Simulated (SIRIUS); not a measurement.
**YN: 7 runs along one coordinate**

System: YN (Fm-3m, 2 atoms in the cell).
Method: Kohn-Sham DFT of a periodic cell, PBEsol, dojo-sr-pbesol-0.4.1-standard, no spin polarisation (SIRIUS 7.10.0).

The 7 runs differ only in the geometry, by an even scaling of the cell at fixed fractional positions. The structure derives from an entry of the Crystallography Open Database.

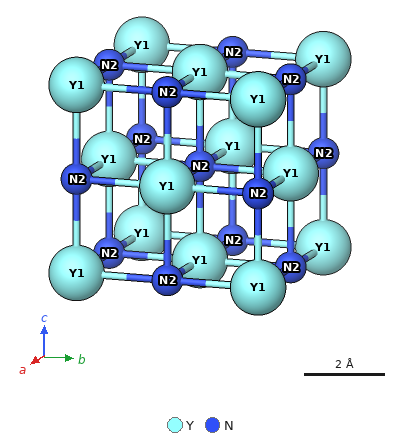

Figure 1. The structure of run 4 (ball-and-stick view of the cell 4 times as large as that of the calculation, set on its symmetry axes, seen slightly off an axis; atoms are numbered from 1 in the order of the input). An atom can appear more than once, as a periodic image.

## Input of run 4
```
{
  "control": {
    "processing_unit": "cpu",
    "verbosity": 2,
    "num_bands_to_print": 15,
    "print_forces": true,
    "print_stress": true
  },
  "parameters": {
    "electronic_structure_method": "pseudopotential",
    "xc_functionals": ["XC_GGA_X_PBE_SOL", "XC_GGA_C_PBE_SOL"],
    "gk_cutoff": 9.2,
    "pw_cutoff": 18.4,
    "ngridk": [9, 9, 9],
    "shiftk": [0, 0, 0],
    "smearing": "fermi_dirac",
    "smearing_width": 0.0018374661,
    "num_bands": 15,
    "num_mag_dims": 0,
    "num_dft_iter": 100,
    "energy_tol": 1e-08,
    "density_tol": 1e-06
  },
  "iterative_solver": {
    "type": "davidson",
    "min_tolerance": 1e-09,
    "tolerance_scale": [0.1, 0.25]
  },
  "mixer": {
    "type": "anderson",
    "beta": 0.7,
    "max_history": 8
  },
  "settings": {
    "tol_ne": 1e-10,
    "pseudo_grid_cutoff": 6.5
  },
  "unit_cell": {
    "lattice_vectors": [
      [0.0, 4.6080971549, 4.6080971549],
      [4.6080971549, 0.0, 4.6080971549],
      [4.6080971549, 4.6080971549, 0.0]
    ],
    "atom_coordinate_units": "lattice",
    "atom_types": ["Y", "N"],
    "atom_files": {
      "N": "N.json",
      "Y": "Y.json"
    },
    "atoms": {
      "Y": [
        [0.0, 0.0, 0.0]
      ],
      "N": [
        [0.5, 0.5, 0.5]
      ]
    }
  }
}
```

Command:
```bash
upf_to_json N.upf
upf_to_json Y.upf
OMP_NUM_THREADS=1 sirius.scf --input=sirius.json --output=out.json --task=0
```

Run 3 has the same physical settings and fractional positions; its lattice vectors (Å) are:
```
   0.000000    2.422134    2.422134
   2.422134    0.000000    2.422134
   2.422134    2.422134    0.000000
```

## Results, with one run withheld

| run | volume per atom (Å³) | free energy per atom, from the lowest run given (meV) | pressure (GPa) | gap on the mesh (eV) |
| --- | --- | --- | --- | --- |
| 1 | 13.630 | 18.06 | 9.34 | 0.04 |
| 2 | 13.920 | 5.03 | 5.12 | 0.08 |
| 3 | 14.210 | ? | ? | ? |
| 4 | 14.500 | 0.00 | −2.10 | 0.16 |
| 5 | 14.790 | 6.62 | −5.18 | 0.19 |
| 6 | 15.080 | 18.54 | −7.95 | 0.23 |
| 7 | 15.370 | 35.21 | −10.44 | 0.26 |

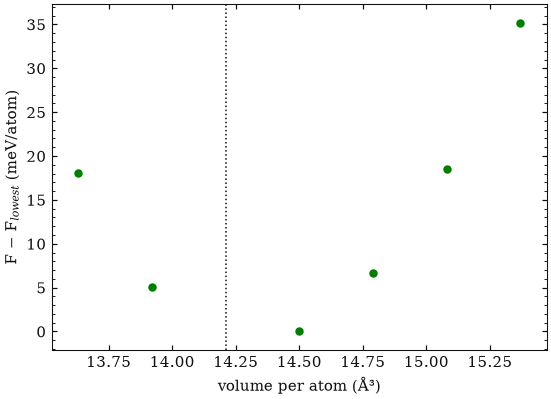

Figure 2. Free energy per atom of the runs given; the dotted line marks run 3.

Fit the runs given and predict run 3.

A cubic polynomial in V^(−2/3) (the Birch–Murnaghan form), fitted to the 6 runs given, misses them by under 0.01 meV per atom. With x = V^(−2/3) − 0.16797 Å⁻², it reads F = 0.36654 − 1931 x + 5.9596e+05 x² + 3.5113e+05 x³ (meV per atom). At run 3 it gives −0.75 meV per atom, and the run itself gives −0.75. The slope of the fit gives a pressure −dF/dV of 1.33 GPa there, and the run prints 1.32 GPa. The fit has its minimum at 14.319 Å³ per atom, where V d²F/dV² gives 171 GPa: the bulk modulus at this level, since symmetry fixes the shape and the positions. The gap on the mesh goes, without turning, from 0.04 eV in run 1 to 0.26 eV in run 7; run 3 has 0.12 eV. These are gaps of this functional on this mesh, which can miss the band edges; they aren't the measured gap.

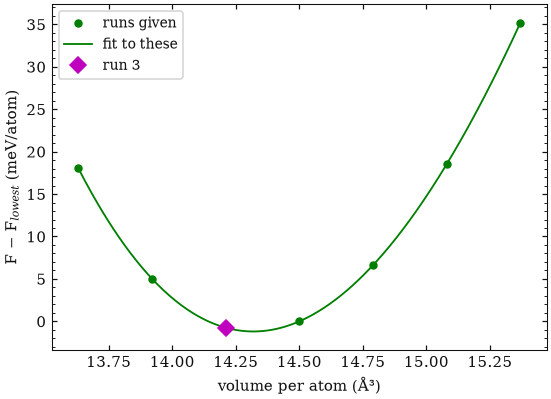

Figure 3. The fit and the withheld run.

## Some lines of the output (run 3)
```
[...]
[find] Total energy                   :     -51.25407363 (Ha),    -102.50814726 (Ry)
[find] Free energy (E-TS)             :     -51.25409798 (Ha),    -102.50819596 (Ry)
[find] band gap (eV)                  :       0.12449889
[find] Efermi                         :       0.45840857
[find] Total energy                   :     -51.25407355 (Ha),    -102.50814710 (Ry)
[find] Free energy (E-TS)             :     -51.25409799 (Ha),    -102.50819598 (Ry)
[find] band gap (eV)                  :       0.12363174
[find] Efermi                         :       0.45841682
[find] Total energy                   :     -51.25407354 (Ha),    -102.50814707 (Ry)
[find] band gap (eV)                  :       0.12352479
[find] Efermi                         :       0.45841803
[find] Total energy                   :     -51.25407354 (Ha),    -102.50814708 (Ry)
[find] band gap (eV)                  :       0.12356845
[find] Efermi                         :       0.45841739
```
